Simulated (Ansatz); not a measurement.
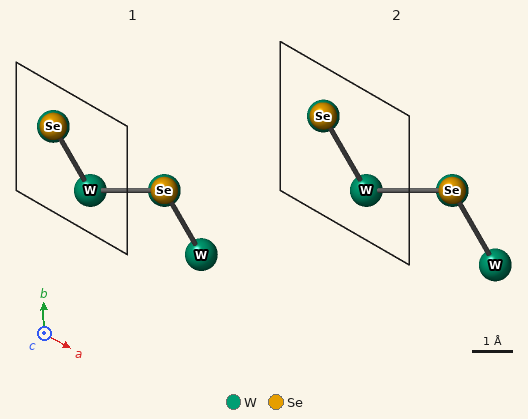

Two geometries of crystalline WSe₂ (built on the 2H (MoS2) bulk type), drawn at one scale. One is the start of a relaxation, the other its converged end. The picture is a ball-and-stick view of the cell of the calculation, repeated 2 × 1 × 1 with one cell outlined, seen along the c axis.

Theory: Ansatz 0.2.0, DFT, PBE-D3(BJ), plane waves, PAW. Set-up: plane-wave cutoff 420 eV; k-point mesh 12 × 12 × 2; occupations fermi dirac; smearing width 0.02 eV; no spin polarisation; cell and atoms relaxed; force threshold 0.005 eV/Å.

> Which geometry has the lower energy?

Structure 1 is the relaxed one. Over 6 accepted moves (7 points after the start) the energy falls by 943 meV per atom. Largest force component: 3.2 eV/Å at the start, 0.0015 eV/Å at the end. The pressure goes from −23.85 to 0.01 GPa. At 1 point the geometry stayed and the basis and grid were re-selected for the new cell (energy shift of 0.7 meV per atom at most each time). The largest moves relative to the cell, 0.094 Å, are those of Se atoms. W stays in place. The volume changes by −29.1 %, with a = b 3.809 → 3.279 Å (−13.9 %), c 13.378 → 12.791 Å (−4.4 %). Near-neighbour distances that change, for instance: Se–Se 3.809 → 3.279 Å, Se–W 2.880 → 2.534 Å. Among the angles between lasting bonds that change: Se–W–Se 80.4° → 83.3°, W–Se–W 82.8° → 80.6°, Se–W–Se 82.8° → 80.6°. The space group stays P6_3/mmc (No. 194). The run took 46 s on 2 threads of AMD EPYC 7R13 Processor (Zen 3), with other jobs on the host, peak memory 0.84 GiB.
